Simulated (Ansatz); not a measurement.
The structure in question:

Space group I4/mmm (No. 139). a = 4.136 Å, b = 4.136 Å, c = 8.772 Å, α = 90.00°, β = 90.00°, γ = 90.00°
| atom | site | symmetry | x | y | z |
| --- | --- | --- | --- | --- | --- |
| Al | 4d | -4m2 | 0.0000 | 0.5000 | 0.2500 |
| Al | 2b | 4/mmm | 0.5000 | 0.5000 | 0.0000 |
| Au | 2a | 4/mmm | 0.0000 | 0.0000 | 0.0000 |

**What would you see if this were drawn?**

The stoichiometry is Al₃Au. The atoms follow space group I4/mmm (No. 139); the Bravais lattice is body-centred tetragonal. With Z = 2, the cell contains 6 Al, 2 Au. Coordination numbers (contacts within bonding distance): Al 12 and Au 12.

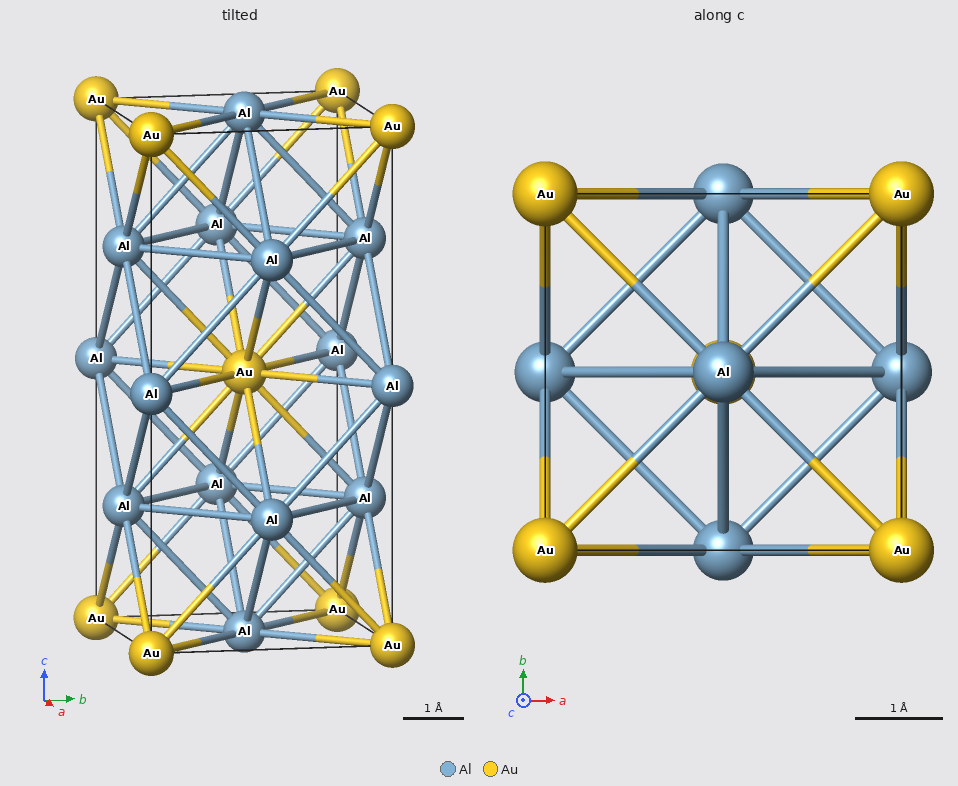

The figure gives a ball-and-stick picture of the atoms, viewed slightly off an axis and along the c axis. The conventional unit cell is drawn as a box. Colours: aluminium light blue, gold yellow.

It goes back to a structure listed in the Materials Project. The cell was then strained or its atoms displaced on purpose. An electronic-structure calculation with Ansatz was run on it.

At this level of theory the cell isn't at rest (stretched, at -8 GPa), so its distances can differ from those at equilibrium, the more so the softer the solid.
